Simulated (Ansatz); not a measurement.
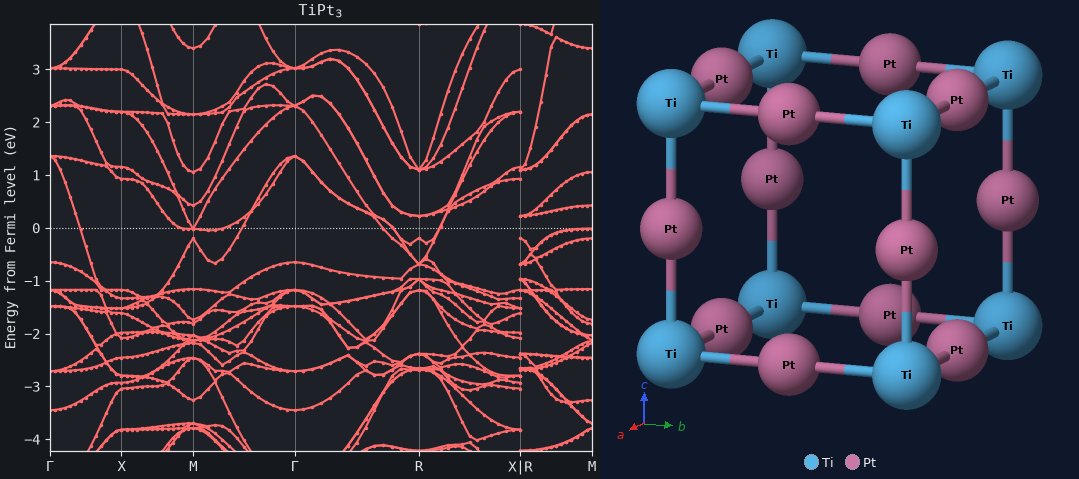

Band structure, beside the structure. Energies are counted from the Fermi level.

Calculation on TiPt3, space group Pm-3m, 4 atoms in the cell.

Level of theory: DFT PBE, scalar-relativistic, plane waves, PAW, no spin polarisation, 10×10×10 k mesh, 420 eV cutoff; code Ansatz.

Question: Metal, semiconductor or insulator?

Answer: A metal: 3 bands cross the Fermi level along this path.

The structure is an invented one, so it need not be a known or stable phase. Spin-orbit coupling is left out, which matters for Pt.
